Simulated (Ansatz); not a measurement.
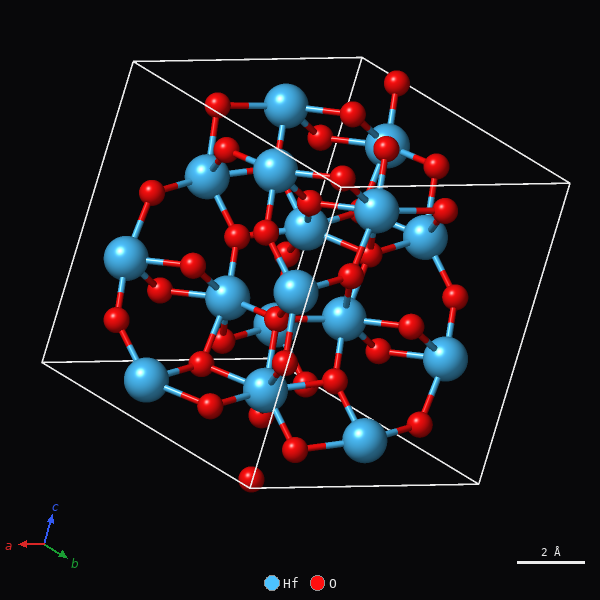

Shown here is a ball-and-stick view of the crystal, taken from a general direction. Lines trace the edges of the supercell. The host is HfO2, in a cell of 48 sites, and the cell is neutral.

Q: How does this supercell depart from the perfect host?

A: An oxygen vacancy. Around the empty site lie four Hf and one O at about 2.1 to 2.5 Å.

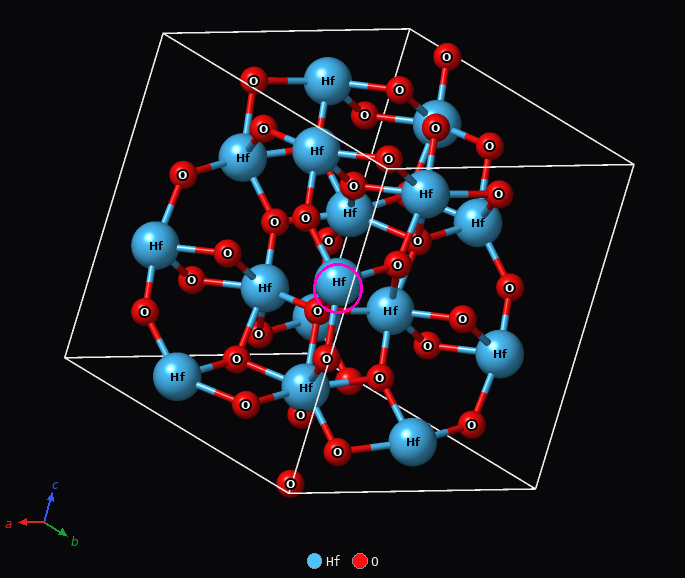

The same cell with a ring at the defect's site.

The atoms were relaxed in the host's cell with DFT PBE, scalar-relativistic, plane waves, PAW (Ansatz).
